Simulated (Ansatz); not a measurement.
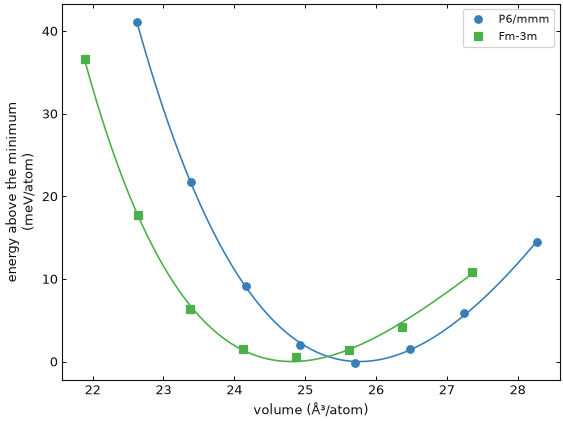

The figure shows the energy above the minimum against volume, with one curve for each structure, for Hg. Each energy curve has its own zero, so the curves don't rank the structures.

How it was computed, with Ansatz 0.2.0: third-order Birch-Murnaghan fit to density functional energies at scaled volumes of the given relaxed cell, shape and atoms relaxed at each volume; energies count from the fitted minimum; plane waves with PAW datasets, Γ-centred k mesh. Level: PBE with D3(BJ), no spin polarisation.

| setting | value |
| --- | --- |
| wave cutoff | 420 eV |
| occupations | Gaussian |
| smearing width | 0.1 eV |

Settings that differ: P6/mmm: k mesh 9×9×14; Fm-3m: k mesh 16×16×16.

### Order the curves by fitted equilibrium volume, smallest first.

Fm-3m 24.81, P6/mmm 25.77 Å³/atom.

### Order the curves by fitted bulk modulus, smallest first.

Fm-3m 20.5, P6/mmm 24.5 GPa.

Caveats: pressure derivative unusual (Fm-3m).
